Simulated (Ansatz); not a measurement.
System: MgZn₅O₆, space group P-4m2 (No. 115) (cell built by us, not taken from a database).

Input file:
```
crystal:
  lattice:
    - [3.2708702, 0.0, 0.0]
    - [0.0, 3.2708702, 0.0]
    - [0.0, 0.0, 13.7851637]
  atoms:
    - { symbol: Mg, position: [0.0, 0.0, 0.5] }
    - { symbol: Zn, position: [0.0, 0.0, 0.832897] }
    - { symbol: Zn, position: [0.5, 0.5, 0.0] }
    - { symbol: Zn, position: [0.0, 0.0, 0.167103] }
    - { symbol: Zn, position: [0.5, 0.5, 0.334306] }
    - { symbol: Zn, position: [0.5, 0.5, 0.665694] }
    - { symbol: O, position: [0.5, 0.0, 0.083554] }
    - { symbol: O, position: [0.0, 0.5, 0.250619] }
    - { symbol: O, position: [0.5, 0.0, 0.418392] }
    - { symbol: O, position: [0.0, 0.5, 0.581608] }
    - { symbol: O, position: [0.5, 0.0, 0.749381] }
    - { symbol: O, position: [0.0, 0.5, 0.916446] }
basis:
  ecutwfc: 420
kpoints:
  mp_grid: { grid: [8, 8, 2] }
hamiltonian:
  xc: pbe
scf:
  occupations: { method: fixed }
output:
  forces: true
  stress: true
  eigenvalues: true
  polarization: {}
elastic:
  mode: relaxed_ion
  stencil: two_point
```

Run as:
```bash
ansatz run input.yaml --threads 4 --pin off --max-ram 8192MiB --backend cpu --events-out ev --progress --plain --runs-dir out
```

Computed with Ansatz 0.2.0: proper piezoelectric stress tensor of an insulator from Berry phases at small strains, Voigt columns xx yy zz yz xz xy, Cartesian axes of the cell vectors; plane waves with PAW datasets, Γ-centred k mesh. Level: PBE, no spin polarisation.

- wave cutoff: 420 eV
- k mesh: 8×8×2
- occupations: fixed
- pressure: 0 GPa
- ions: relaxed
- strain amplitude: 0.002

What does the calculation give for the piezoelectric tensor e in Voigt notation?

The largest components, equal in size at 0.688 C/m², are e15, e24, e31 and e32. Four components exceed 1 % of the largest: e15 = −0.684, e24 = 0.684, e31 = −0.688, e32 = 0.688 C/m².

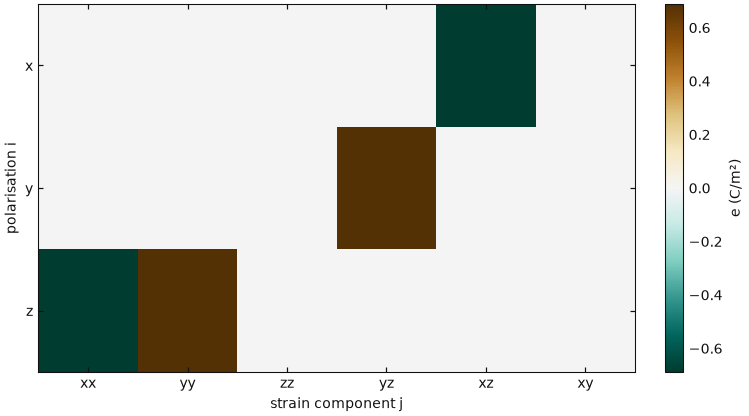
